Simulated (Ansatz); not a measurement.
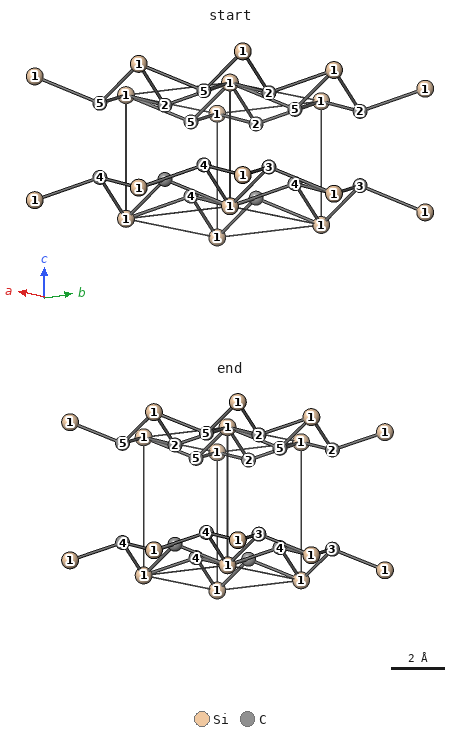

The structure of solid SiC$_{4}$ (a generated structure, set up in P6/mmm) (coarse preliminary run) before (top) and after (bottom) a relaxation, at one scale.

The picture is a ball-and-stick view of the cell of the calculation, repeated 2 × 2 × 1 with one cell outlined, seen from a free direction.

All numbers below come from DFT PBE, scalar-relativistic, plane waves, PAW in Ansatz 0.2.0.

Input
```yaml
crystal:
  lattice:
    - [4.28552243, 0.0, 0.0]
    - [-2.14276121, 3.71137129, 0.0]
    - [0.0, 0.0, 4.86366601]
  atoms:
    - { symbol: Si, position: [0.0, 0.0, 0.0] }
    - { symbol: C, position: [0.33333333, 0.66666667, 0.79977134] }
    - { symbol: C, position: [0.33333333, 0.66666667, 0.20022866] }
    - { symbol: C, position: [0.66666667, 0.33333333, 0.20022866] }
    - { symbol: C, position: [0.66666667, 0.33333333, 0.79977134] }
basis:
  ecutwfc: 420
kpoints:
  mp_grid: { grid: [6, 6, 4] }
hamiltonian:
  xc: pbe
scf:
  occupations: { method: gaussian, width: 0.1 }
  lower_state_search: "off"
output:
  forces: true
  stress: true
  eigenvalues: true
relax:
  adjacent_minimum: "off"
  f_tol: 0.04
  max_steps: 70
  cell: { stress_tol: 0.4 }
```

Run as
```bash
ansatz run input.yaml --threads 1 --pin off --max-ram 2560MiB --backend cpu --events-out ev --progress --plain --runs-dir out
```

What changed between the two?

Over 11 accepted moves (14 points after the start) the energy falls by 1165 meV per atom. Largest force component: 2.9 eV/Å at the start, 0.00017 eV/Å at the end. Pressure: −27.74 GPa at the start and 0.06 GPa at the end. The SCF was repeated 3 times at an unchanged geometry on a basis and grid sized afresh for the cell, which shifted the energy by 0.6 meV per atom at most. The largest moves relative to the cell, 0.32 Å, are those of C2, C3, C4 and C5. C4 goes along −c. Si stays in place. The drawn cell changes as follows: a = b 4.286 → 3.456 Å (−19.4 %), c 4.864 → 5.431 Å (+11.7 %); the volume changes by −27.4 %. Near-neighbour distances that change, for instance: Si1–C2 2.659 → 2.137 Å, C2–C5 2.474 → 1.995 Å, C2–C3 1.948 → 1.530 Å. The space group stays P6/mmm (No. 191). The run took 32 s on 1 thread of Arm Neoverse V1, on a shared host, peak memory 0.32 GiB.

Limits of the set-up: layers or molecules are held without a dispersion correction, so their spacing is unreliable.
